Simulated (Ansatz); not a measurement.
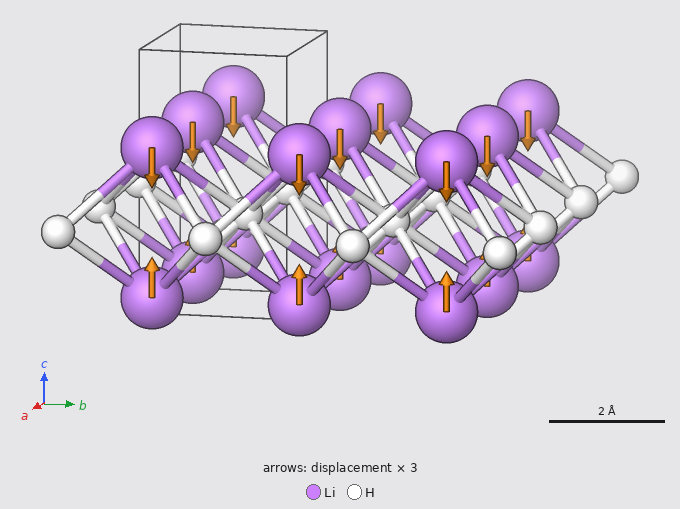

This is a relaxation of a crystal of Li₂H (a generated structure, set up in P4/mmm) (coarse preliminary run). The starting structure is drawn; orange arrows show the displacements (the part carried along by the change of the cell is left out), magnified 3 times.

The picture is a ball-and-stick view of the cell of the calculation, repeated 3 × 3 × 1 with one cell outlined, seen slightly off an axis.

Method: Ansatz 0.2.0, DFT PBE, scalar-relativistic, plane waves, PAW.

Input file:
```yaml
crystal:
  lattice:
    - [2.66111238, 0.0, 0.0]
    - [0.0, 2.66111238, 0.0]
    - [0.0, 0.0, 4.65316898]
  atoms:
    - { symbol: Li, position: [0.5, 0.5, 0.21472872] }
    - { symbol: Li, position: [0.5, 0.5, 0.78527128] }
    - { symbol: H, position: [0.0, 0.0, 0.5] }
basis:
  ecutwfc: 420
kpoints:
  mp_grid: { grid: [6, 6, 4] }
hamiltonian:
  xc: pbe
scf:
  occupations: { method: gaussian, width: 0.1 }
  lower_state_search: "off"
output:
  forces: true
  stress: true
  eigenvalues: true
relax:
  adjacent_minimum: "off"
  f_tol: 0.04
  max_steps: 70
  cell: { stress_tol: 0.4 }
```

Run as
```bash
ansatz run input.yaml --threads 1 --pin off --max-ram 2048MiB --backend cpu --events-out ev --progress --plain --runs-dir out
```

Describe the change and its energy.

Answer. The largest moves relative to the cell, 0.24 Å, are those of Li1 and Li2. Li2 goes along −c. H stays in place. The volume changes by +2.6 %, with a = b 2.661 → 2.562 Å (−3.7 %), c 4.653 → 5.152 Å (+10.7 %). Near-neighbour distances that change, for instance: Li1–Li2 1.998 → 2.701 Å, Li1–Li2 (another image) 2.655 → 2.451 Å, Li1–H3 2.303 → 2.187 Å. Bonds break: Li1–Li2 (2.00 → 2.70 Å). The space group stays P4/mmm (No. 123). Over 4 accepted moves (5 points after the start) the energy falls by 0.596 eV per cell of the calculation. Largest force component: 2.1 eV/Å at the start, 0.0093 eV/Å at the end. The pressure goes from 1.56 to 0.04 GPa. The SCF was repeated once at an unchanged geometry on a basis and grid sized afresh for the cell, which shifted the energy by 1.0 meV per cell of the calculation at most.

Limits of the set-up: the k-point mesh is coarse for a cell with partly filled bands.
